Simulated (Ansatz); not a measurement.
Consider Rh.

```cif
data_structure
_symmetry_space_group_name_H-M 'P 1'
_symmetry_Int_Tables_number 1
_cell_length_a 2.6756
_cell_length_b 2.6756
_cell_length_c 52.3651
_cell_angle_alpha 90.000
_cell_angle_beta 90.000
_cell_angle_gamma 120.000
_cell_volume 324.64
loop_
_atom_site_label
_atom_site_type_symbol
_atom_site_fract_x
_atom_site_fract_y
_atom_site_fract_z
_atom_site_occupancy
Rh1 Rh 0.33333 0.66667 0.85417 1
Rh2 Rh 0.66667 0.33333 0.52083 1
Rh3 Rh 0.00000 0.00000 0.18750 1
Rh4 Rh 0.33333 0.66667 0.68750 1
Rh5 Rh 0.66667 0.33333 0.35417 1
Rh6 Rh 0.00000 0.00000 0.02083 1
Rh7 Rh 0.33333 0.66667 0.56250 1
Rh8 Rh 0.00000 0.00000 0.89583 1
Rh9 Rh 0.66667 0.33333 0.22917 1
Rh10 Rh 0.33333 0.66667 0.39583 1
Rh11 Rh 0.00000 0.00000 0.72917 1
Rh12 Rh 0.66667 0.33333 0.06250 1
Rh13 Rh 0.33333 0.66667 0.93750 1
Rh14 Rh 0.66667 0.33333 0.60417 1
Rh15 Rh 0.00000 0.00000 0.27083 1
Rh16 Rh 0.33333 0.66667 0.77083 1
Rh17 Rh 0.66667 0.33333 0.43750 1
Rh18 Rh 0.00000 0.00000 0.10417 1
Rh19 Rh 0.66667 0.33333 0.97917 1
Rh20 Rh 0.33333 0.66667 0.31250 1
Rh21 Rh 0.00000 0.00000 0.64583 1
Rh22 Rh 0.66667 0.33333 0.81250 1
Rh23 Rh 0.33333 0.66667 0.14583 1
Rh24 Rh 0.00000 0.00000 0.47917 1
```

Space group R3m; a point of a scan over the structure, not its minimum; a structure from a database of computed crystals, not necessarily the ambient phase; computed without spin polarisation; PAW files of the earlier set (soft_1).

Method: DFT PBEsol, scalar-relativistic, plane waves, PAW in Ansatz.

What will maps of the valence pseudo-density and electron localisation function show?

Rh–Rh (2.68 Å): ρ is about 0.39 e/Å³ halfway; the ELF is about 0.25 at the midpoint; no shared electron pair shows on this line.

Does the calculation make it a metal, or give it a gap?

It is gapless in this calculation (a metal or semimetal).

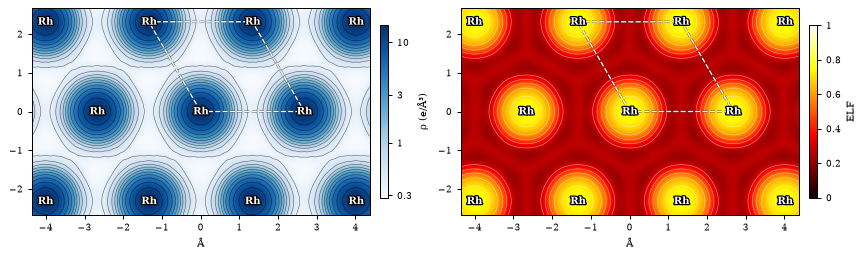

Computed valence pseudo-density and electron localisation function on the (001) plane of the conventional cell, in this order. 

The density is the valence pseudo-density of a PAW calculation; it isn't the true density close to the nuclei.
